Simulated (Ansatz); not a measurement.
A structure file:

```cif
data_structure
_symmetry_space_group_name_H-M 'P 1'
_symmetry_Int_Tables_number 1
_cell_length_a 2.7583
_cell_length_b 2.7583
_cell_length_c 4.2269
_cell_angle_alpha 90.000
_cell_angle_beta 90.000
_cell_angle_gamma 120.000
_cell_volume 27.85
loop_
_atom_site_label
_atom_site_type_symbol
_atom_site_fract_x
_atom_site_fract_y
_atom_site_fract_z
_atom_site_occupancy
B1 B 0.66667 0.33333 0.99972 1
B2 B 0.33333 0.66667 0.49972 1
N1 N 0.66667 0.33333 0.62528 1
N2 N 0.33333 0.66667 0.12528 1
```

Q: Say what kind of structure these coordinates give.

A: The solid is BN. The atoms follow space group P6_3mc (No. 186); the Bravais lattice is primitive hexagonal. The prototype is wurtzite. The cell has 4 atoms, namely 2 B, 2 N. The neighbours of B are four N in a distorted tetrahedral arrangement at 1.58 to 1.68 Å. About every N there are four B in a distorted tetrahedral arrangement at 1.58 to 1.68 Å. The bonds build a three-dimensional framework.

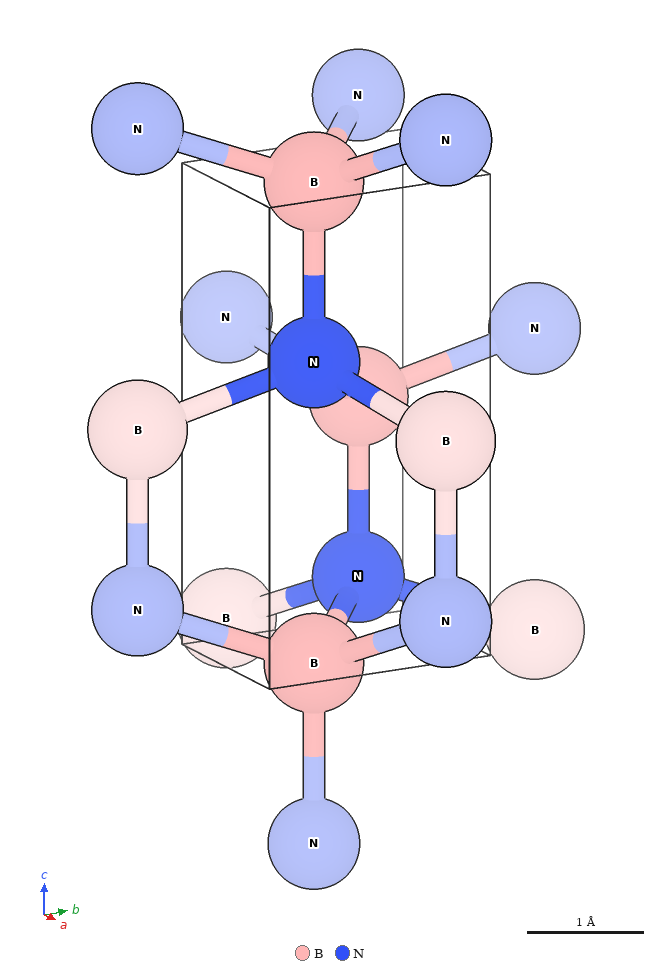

We look at a ball-and-stick model of the crystal slightly off an axis. Thin lines show the conventional unit cell, with boundary atoms drawn in all their periodic places. Bonded neighbours in the next cells are drawn too, in fainter colours.

Provenance: a structure listed in the Materials Project. The cell was then strained or its atoms displaced on purpose. A calculation with Ansatz used it as input.

At this level of theory the cell isn't at rest (stretched, at -51 GPa), so its distances can differ from those at equilibrium, the more so the softer the solid.
